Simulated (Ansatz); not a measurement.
System: YN, space group Fm-3m (No. 225), 2 atoms in the cell, cell charge −1 e.

```xyz
2
Lattice="0.0000 2.4576 2.4576 2.4576 0.0000 2.4576 2.4576 2.4576 0.0000" Properties=species:S:1:pos:R:3 pbc="T T T"
N     0.0000    0.0000    0.0000
Y     2.4576    2.4576    2.4576
```

Method: DFT with PBE, PAW plane waves, spin-polarised, 8×8×8 k mesh, 420 eV cutoff, Fermi-Dirac smearing of 0.069 eV (Ansatz).

Predict the main features of the band structure and density of states. The path is Γ–X–U–K–Γ–L–W–X.

A metal: bands cross the Fermi level along this path. The density of states at the Fermi level is about 0.81 per eV and cell (mean within 0.25 eV), or 0.4 per atom. By projected weight, the states within 0.3 eV of the Fermi level are Y 4d (80 %) and N 2p (20 %). The tallest peak in the window is at −4.9 eV; by projected weight it is N 2p (70 %) and Y 4d (25 %).

Some starting moments didn't survive the run. The cell carries a charge of -1 e on a uniform background.

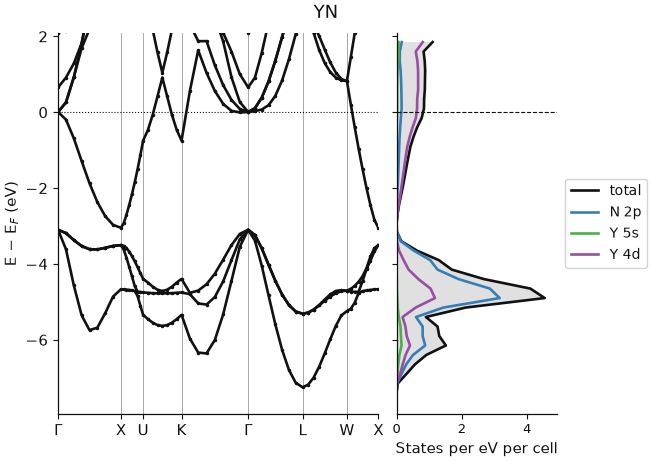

Band structure and density of states. Energies are counted from the Fermi level. The path runs straight from each named point to the next. The partial curves are projected on Löwdin-orthogonalised atomic shells.
